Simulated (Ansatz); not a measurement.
# A convergence test on KCl (Sylvite): k mesh of the hybrid

How far can the k mesh of the hybrid be lowered for the gap of KCl (Sylvite)?

Program: Ansatz 0.2.0. Level of theory: DFT, HSE06, plane waves, PAW. Results are calculated unless marked as measured.

## (1) Set-up

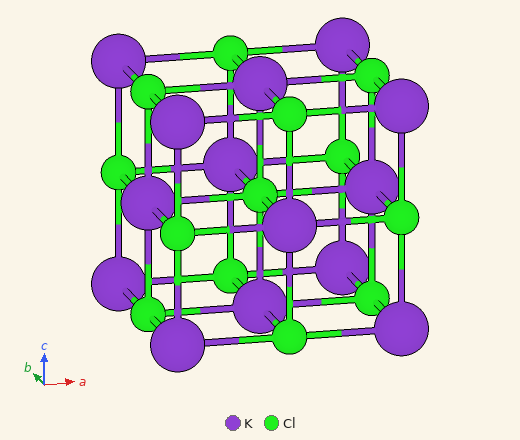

The cell as given, slightly off an axis (potassium purple, chlorine green). This picture shows the conventional cell, with its axes. Some periodic images of atoms are drawn too.

As a file:

```cif
data_structure
_symmetry_space_group_name_H-M 'P 1'
_symmetry_Int_Tables_number 1
_cell_length_a 4.4498
_cell_length_b 4.4498
_cell_length_c 4.4498
_cell_angle_alpha 60.000
_cell_angle_beta 60.000
_cell_angle_gamma 60.000
_cell_volume 62.30
loop_
_atom_site_label
_atom_site_type_symbol
_atom_site_fract_x
_atom_site_fract_y
_atom_site_fract_z
_atom_site_occupancy
K1 K 0.00000 0.00000 0.00000 1
Cl2 Cl 0.50000 0.50000 0.50000 1
```

The cell and positions come from the Crystallography Open Database and are kept as given unless a step says otherwise. The default PAW set here is soft_2. Its files were made with PBE.

## (2) k mesh of the hybrid: 2×2×2

The input, input.yaml:

```yaml
crystal:
  lattice:
    - [0.0, 3.14647, 3.14647]
    - [3.14647, 0.0, 3.14647]
    - [3.14647, 3.14647, 0.0]
  atoms:
    - { symbol: K, position: [0.0, 0.0, 0.0] }
    - { symbol: Cl, position: [0.5, 0.5, 0.5] }
kpoints:
  mp_grid: { grid: [2, 2, 2] }
  band_path:
    path:
      - [0.0, 0.0, 0.0]
      - [0.5, 0.0, 0.5]
      - [0.625, 0.25, 0.625]
      - [0.375, 0.375, 0.75]
      - [0.5, 0.5, 0.5]
      - [0.5, 0.25, 0.75]
    npoints: 1
hamiltonian:
  xc: hse06
scf:
  occupations: { method: fixed }
  n_extra_bands: 4
output:
  eigenvalues: true
```

The run is started by

```console
> ansatz run input.yaml --threads 3 --pin off --max-ram 92160MiB --backend cuda --events-out ev --progress --plain --runs-dir out --devices 1 --max-vram 13GiB
```

Numbers of over 12 decimals in the logs are rounded to 6 here.

The log of the run:

```text
scf.n_extra_bands = 4 over 8 filled bands (N_el = 16.0): the run solves 12 bands
exact exchange: scf.exx.singularity resolves to wigner_seitz, which cuts the screened interaction at the faces of the exchange supercell's Wigner-Seitz cell, so that each pair interacts once, at the shortest of its separations (the periodic images that this leaves out come, for a point-like exchange hole, to about 0.044 eV on a filled level). The cut falls within the interaction's reach, and what an exchange supercel [...]
GPUs: using 1 of 1 available (devices: 1).
Engine: ansatz 0.2.0, x86_64-unknown-linux-gnu
Pseudopotentials: kind: paw
Pseudopotential: K, paw, valence charge 9, recommended cutoff 420 eV (normal), K.paw.azcp
Pseudopotential: Cl, paw, valence charge 7, recommended cutoff 420 eV (normal), Cl.paw.azcp
Functional definition: HSE06
  parameter a = 0.25
  parameter omega = 0.11/bohr
  exchange = pbe_x - a*pbe_x_sr(omega) + a*exact_x_sr(omega)
  correlation = pbe_c
davidson cushion auto → on  (no smearing: the cushion is to keep the highest requested band from converging to the state above it; pin scf.eigensolver.cushion to override)
device memory: the entry about to start is reckoned to put 0.8 GiB on a device that reports 55.2 GiB free (of which the cap on the GPU budget leaves the run 13.0 GiB)
GPU FFT provider: cuFFT
GPU libraries: cuBLAS 13.8.2, cuFFT 12.4.0, cuSOLVER 12.3.4
Crystal: 2 atoms, lattice volume = 62.302 Å³
Basis set: ecut = 420 eV, 1243 PW (Γ)
Bands: 12, of which v1, the nominal top of the filled ones, is band 8 counted from 1 (7 counted from 0)
Symmetry: 48 space group operations
Space group: Fm-3m (ITA 225), of the structure as read, at distance tolerance 4.0e-5 Å
k-points: 3 of 8
Non-local potential: K, projectors of the file, l = 0: 3, l = 1: 2, l = 2: 2
Non-local potential: Cl, projectors of the file, l = 0: 2, l = 1: 2, l = 2: 2
PAW form: soft (Blöchl's): semilocal exchange-correlation on the pseudo side does not see the compensation charge
PAW frozen core: K, regenerated for the run's functional, and the local potential with it (the file was generated under x = pbe(κ = 0.804, μ = 0.219515), c = pbe(β = 0.066725))
PAW frozen core: Cl, regenerated for the run's functional, and the local potential with it (the file was generated under x = pbe(κ = 0.804, μ = 0.219515), c = pbe(β = 0.066725))
PAW one-centre angular grid: K, 110 points (default); XC on 64 Gauss nodes
PAW one-centre angular grid: Cl, 110 points (default); XC on 64 Gauss nodes
Initial density: superposition of atomic densities (neutral atoms: chi_scale 0, normalization atom), corrected by the library's trained network
Initial wavefunctions: pseudopotential atomic-orbital guess
GPU buffer pool allocated for 27000 grid points (all kernels)
GPU transforms: local potential and band sums: pruned to the plane-wave sphere, on 30×30×30
Functional: x = pbe(κ = 0.804, μ = 0.219515), c = pbe(β = 0.066725), warm-up for x = pbe(κ = 0.804, μ = 0.219515) + 0.25 (exact − pbe) at short range (hse, ω = 0.207870 Å⁻¹), c = pbe(β = 0.066725); HSE06 as pw.x's `hse` composes it (authors' and Libxc's form: `xc: wpbeh`)
SCF iter   1: F=—  HF=-2621.147671 eV  |F-HF|=—  |Δ(HF+E_count)|=         —  Δρ=1.08e-3  dr2=1.52e-3  ethr=1.77e-3  ⟨swp⟩=2.0  Hψ=282  notcnv=0
preconditioner: auto → none  [insulator: Δε(μ)=5.173 eV  Ē_g=15.407 eV  n_scr=14 (ndim 8)  ℏωp=17.6 eV  f_vac=0.081]
iter 2 solved again at ethr=5.68e-7 eV; its pass at ethr=9.50e-6 eV (dr2=9.09e-5 eV) is discarded
SCF iter   2: F=-2621.147391 eV  HF=-2621.147349 eV  |F-HF|=4.20e-5  |Δ(HF+E_count)|=   3.22e-4  Δρ=4.33e-4  dr2=9.07e-5  ethr=5.68e-7  ⟨swp⟩=3.0  Hψ=217  notcnv=0  defer=2
SCF 1 stopped early in 2 iterations: F = -2621.147391 eV  dr2 = 9.07e-5
  greatest PAW one-centre occupation: 0.987 electrons in one spin orbital (limit 2), on the K atom at site 0 (counted from 0), in its partial waves of l = 0
[...]
Frozen-core exchange: fock
SCF iter   1: F=—  HF=-2622.824606 eV  |F-HF|=—  |Δ(HF+E_count)|=         —  Δρ=2.77e-3  dr2=3.33e-3  ethr=5.67e-6  ⟨swp⟩=7.7  Hψ=184  notcnv=0
preconditioner: auto → none  [insulator: Δε(μ)=6.497 eV  Ē_g=17.378 eV  n_scr=14 (ndim 8)  ℏωp=17.6 eV  f_vac=0.089]
SCF iter   2: F=—  HF=-2622.823816 eV  |F-HF|=—  |Δ(HF+E_count)|=   7.90e-4  Δρ=1.29e-3  dr2=7.03e-4  ethr=5.67e-6  ⟨swp⟩=4.0  Hψ=104  notcnv=0
SCF iter   3: F=—  HF=-2622.825085 eV  |F-HF|=—  |Δ(HF+E_count)|=   1.27e-3  Δρ=2.59e-4  dr2=8.01e-5  ethr=3.68e-6  ⟨swp⟩=4.3  Hψ=104  notcnv=0
SCF iter   4: F=—  HF=-2622.825065 eV  |F-HF|=—  |Δ(HF+E_count)|=   2.01e-5  Δρ=8.26e-5  dr2=5.33e-6  ethr=4.66e-7  ⟨swp⟩=3.3  Hψ=108  notcnv=0
SCF iter   5: F=-2622.825063 eV  HF=-2622.825063 eV  |F-HF|=1.02e-8  |Δ(HF+E_count)|=   1.76e-6  Δρ=1.96e-5  dr2=7.56e-7  ethr=2.90e-8  ⟨swp⟩=3.0  Hψ=101  notcnv=0
SCF 2 stopped early in 5 iterations: F = -2622.825063 eV  dr2 = 7.56e-7
  greatest PAW one-centre occupation: 0.989 electrons in one spin orbital (limit 2), on the K atom at site 0 (counted from 0), in its partial waves of l = 0
hybrid outer 1: dexx = +1.565e-3 eV, tail = 4.94e-6 eV
GPU FFT provider: cuFFT
GPU libraries: cuBLAS 13.8.2, cuFFT 12.4.0, cuSOLVER 12.3.4
GPU buffer pool allocated for 27000 grid points (all kernels)
GPU transforms: local potential and band sums: pruned to the plane-wave sphere, on 30×30×30
Exchange kernel: α = 0.2500, screened, ω = 0.2079 Å⁻¹, Wigner–Seitz truncation, v(0) = 786.3844 eV·Å³, q-mesh 2×2×2, nearest image of the exchange supercell L = 8.90 Å, pair-density grid 18×18×18, without the augmentation charges, whose exchange is taken in its separable form by FFT convolution over the k-point mesh (sized by the pseudopotential files, 25×25×25 at the most), smooth part of the exact exchange by density-matrix convolution in up to 196.7 MiB of GPU memory as planned if the GPU has room (build and FFT work areas not counted)
Frozen-core exchange: fock
SCF iter   1: F=—  HF=-2622.825092 eV  |F-HF|=—  |Δ(HF+E_count)|=         —  Δρ=3.54e-5  dr2=3.27e-7  ethr=1.54e-7  ⟨swp⟩=3.7  Hψ=100  notcnv=0
preconditioner: auto → none  [insulator: Δε(μ)=6.502 eV  Ē_g=17.390 eV  n_scr=14 (ndim 8)  ℏωp=17.6 eV  f_vac=0.112]
iter 2 solved again at ethr=1.54e-10 eV; its pass at ethr=1.95e-9 eV (dr2=2.46e-8 eV) is discarded
SCF iter   2: F=-2622.825092 eV  HF=-2622.825092 eV  |F-HF|=7.93e-9  |Δ(HF+E_count)|=   9.45e-8  Δρ=1.38e-5  dr2=3.40e-8  ethr=1.54e-10  ⟨swp⟩=4.0  Hψ=191  notcnv=0  defer=2
SCF 3 converged in 2 iterations: F = -2622.825092 eV  dr2 = 3.40e-8
hybrid outer 2: dexx = +1.606e-7 eV, tail = 7.72e-8 eV, Δε = 1.44e-3 eV (about 1.84e-4 eV left of the loop's levels)
device memory: the entry about to start is reckoned to put 0.3 GiB on a device that reports 58.1 GiB free (of which the cap on the GPU budget leaves the run 13.0 GiB)
NSCF: frozen V_eff on 6 k-points
hybrid SCF converged: 2 outer / 7 inner (+2 warm-up), last move |dexx| = 1.61e-7 eV, tail = 7.72e-8 eV
Stability not checked: this state was not tested for a lower state beside it, because the functional holds exact exchange (a hybrid, or Hartree-Fock), whose exchange loop this test does not read (fock_operator; see scf.lower_state_search)
Free energy (F): -2622.825092 eV
Frozen-core exchange: fock
Harris-Foulkes:  -2622.825092 eV  (|F-HF|=7.93e-9)
Internal energy: -2622.825092 eV  (E = F + TS)
E sigma→0 (E₀):  -2622.825092 eV
Fermi energy:    -0.089984 eV
--- Per-component energies (eV) ---
  E_band       = -157.527971
  E_kinetic    = 416.660739
  E_local      = -835.504384  (includes V_loc(G=0)·N_el)
  E_nonlocal   = 40.908583
  E_hartree    = 280.610970
  E_xc         = -194.815854
  E_vxc        = -229.060420  (∫ρ·V_xc dr)
  E_exx        = -39.523146  (= α·E_x^exact, valence–valence)
  E_paw        = -1451.889162  (= ΣΔE_a)
  E_vpaw       = -32.708540  (= ΣTr[D̂ρ^β])
  E_aug_tail   = 0.000085  (compensation charges beyond the density's cutoff)
  E_ewald      = -839.020646
  E_core_change = -0.252277  (= ΣΔE_core)
  E_smearing   = -0.000000  (= −TS)
  E_closure    = -0.000000  (closes the sum)
  Σ components = -2622.825092   (vs F -2622.825092, Δ=0.00e0)
--- Band table (eV) ---
  k-point 0: bands = [... 4 lower, -11.4903, -0.0900, -0.0900, -0.0900, 6.4116, 9.7889, 9.7889, 9.7889]
  k-point 1: bands = [... 4 lower, -11.2554, -1.1675, -0.4242, -0.4242, 8.8053, 9.9980, 12.1752, 12.1752]
  k-point 2: bands = [... 4 lower, -11.5483, -0.7689, -0.3231, -0.3231, 7.7872, 9.7034, 11.3996, 11.8645]
```

The job ended after 8.6 s (1 × NVIDIA H100 80GB HBM3 (shared by 6 runs) with 3 threads of AMD EPYC 7R13 (Zen 3), shared host; peak memory 0.99 GiB; 5.1 s of CPU time).

This step gave:

```yaml
gap: 6.502 eV
valence_top_at: Γ
conduction_bottom_at: Γ
least_direct_gap: 6.502 eV
exact_exchange_fraction: 0.25
```

The gap is direct, at Γ.

## (3) k mesh of the hybrid: 6×6×6

Edit input.yaml of step 2 so:

```diff
@@ -9,3 +9,3 @@
 kpoints:
-  mp_grid: { grid: [2, 2, 2] }
+  mp_grid: { grid: [6, 6, 6] }
   band_path:
```

The log of the run:

```text
[...]
GPUs: using 1 of 1 available (devices: 1).
[...]
GPU FFT provider: cuFFT
GPU libraries: cuBLAS 13.8.2, cuFFT 12.4.0, cuSOLVER 12.3.4
Crystal: 2 atoms, lattice volume = 62.302 Å³
Basis set: ecut = 420 eV, 1243 PW (Γ)
Bands: 12, of which v1, the nominal top of the filled ones, is band 8 counted from 1 (7 counted from 0)
[... 1 set-up line as in the run before ...]
[...]
k-points: 16 of 216
[...]
E sigma→0 (E₀):  -2622.888472 eV
Fermi energy:    -0.132964 eV
[...]
--- Band table (eV; the first three rows and the last of 16) ---
  k-point 0: bands = [... 4 lower, -11.4729, -0.1330, -0.1330, -0.1330, 6.3663, 9.7761, 9.7761, 9.7761]
  k-point 1: bands = [... 4 lower, -11.4144, -0.4509, -0.2213, -0.2213, 7.0124, 9.5524, 10.1414, 10.1414]
  k-point 2: bands = [... 4 lower, -11.3029, -0.9921, -0.3898, -0.3898, 8.2551, 9.5942, 11.1385, 11.1385]
  k-point 15: bands = [... 4 lower, -11.4252, -0.7374, -0.5762, -0.5117, 8.5122, 10.2419, 10.4436, 11.7469]
[key lines of the parts left out:]
Free energy (F): -2622.888472 eV
```

The job ended after 12 s (1 × NVIDIA H100 80GB HBM3 (shared by 6 runs) with 3 threads; peak memory 1.2 GiB).

Numbers from this step:

- gap: 6.499 eV
- valence top at: Γ
- conduction bottom at: Γ
- least direct gap: 6.499 eV

The gap is 6.499 eV, −0.002 eV from the run before at this level.

## (4) The series

Differences are against the last row; a negative gap means that bands overlap, and a run with a band path holds that path's time. Times are wall times on 1 × NVIDIA H100 80GB HBM3 (shared by 6 runs) with 3 threads of AMD EPYC 7R13 (Zen 3), shared host, good to a factor of about two.

```tsv
k mesh of the hybrid	gap (eV)	direct gap (eV)	gap error (eV)	energy error (meV/atom)	irreducible k	time
2×2×2	6.502	6.502	+0.002	+31.7	3	8.6 s
6×6×6	6.499	6.499	+0.000	+0.0	16	12 s
```

## (5) Outcome

```json
{
  "2×2×2": "6.502 eV",
  "6×6×6": "6.499 eV"
}
```

What this shows: The gap holds to 0.02 eV from 2×2×2 on, the cheapest setting tried. At 2×2×2 the gap is off by +0.002 eV and the energy by +32 meV/atom. The gap is read over the mesh and added points near the edges, so meshes differ mainly through the density and, for a hybrid, the exchange operator.

[Paths, hosts, dates, memory and timing lines, banners, echoed tables and standing remarks are left out of the program output.]

[Logs are printed without paths, hosts, clocks, repeated set-up lines and the standing remarks that a program may print on its own settings, such as how far it seeks lower states.]

[Runs of the session that timed out or met a known fault of the program may be left out.]

[Cells called generated may have been cut or substituted from an entry of the Crystallography Open Database or the Materials Project.]

[Hosts, paths, dates, database ids (printed as entryN), source tags and the programs' standing remarks are cut or masked in the printed files.]
